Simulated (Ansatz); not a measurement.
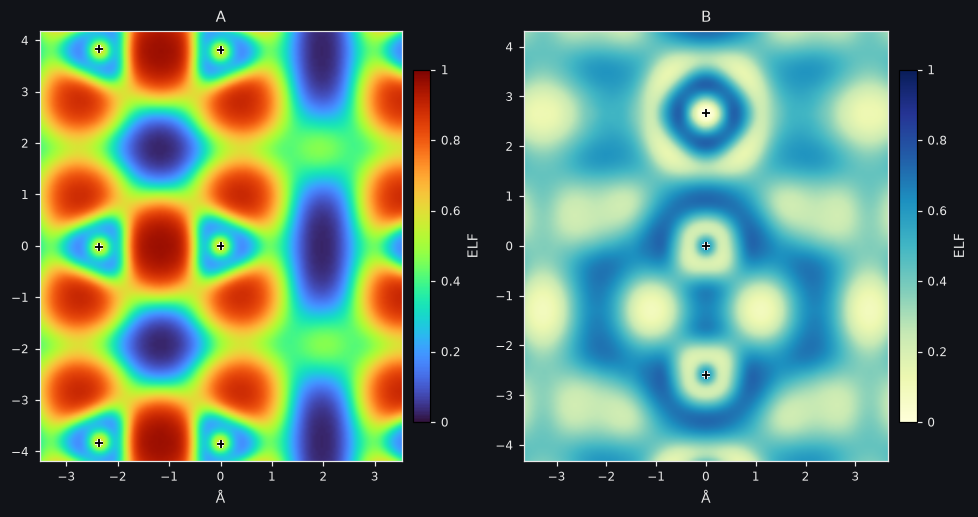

The ELF of 2 systems, each on a plane through atoms (crosses mark nuclei in the plane).

Computed with DFT r2SCAN, scalar-relativistic, plane waves, PAW (Ansatz 0.2.0).

System 1: Si, the (101) plane of the conventional cell. Space group Pnna; a structure from a database of computed crystals, not necessarily the ambient phase; not relaxed (largest force 0.6 eV/Å).

```xyz
8
Lattice="0.0000 6.6371 0.0000 0.0000 0.0000 -6.3418 -3.8319 0.0000 0.0000" Properties=species:S:1:pos:R:3 pbc="T T T"
Si   -0.9330    3.8716   -5.9417
Si   -2.8989    0.5531   -5.9417
Si   -2.8489    2.7655   -2.7708
Si   -0.9830    6.0840   -2.7708
Si   -0.9830    3.8716   -3.5710
Si   -2.8489    0.5531   -3.5710
Si   -2.8989    2.7655   -0.4001
Si   -0.9330    6.0840   -0.4001
```

System 2: Si2W, the (110) plane of the conventional cell. Space group P6₂22; a structure from a database of computed crystals, not necessarily the ambient phase.

```
Si W
1.0
     4.57969    0.00000    0.00000
    -2.28984    3.96613    0.00000
     0.00000    0.00000    6.60915
Si W
6 3
Cartesian
  2.2898 2.6685 3.3046
  -1.1660 3.3173 5.5076
  1.1660 3.3173 1.1015
  0.0000 1.2977 3.3046
  3.4558 0.6489 5.5076
  1.1238 0.6489 1.1015
  -1.1449 1.9831 1.1015
  1.1449 1.9831 5.5076
  2.2898 0.0000 3.3046
```

**Which map belongs to which system?**

Panel A is system 1, Si: the plane holds Si. Si–Si (2.37 Å): the ELF peaks at about 0.95 between the atoms; a shared electron pair. Panel B is system 2, Si2W: the plane holds Si and W.
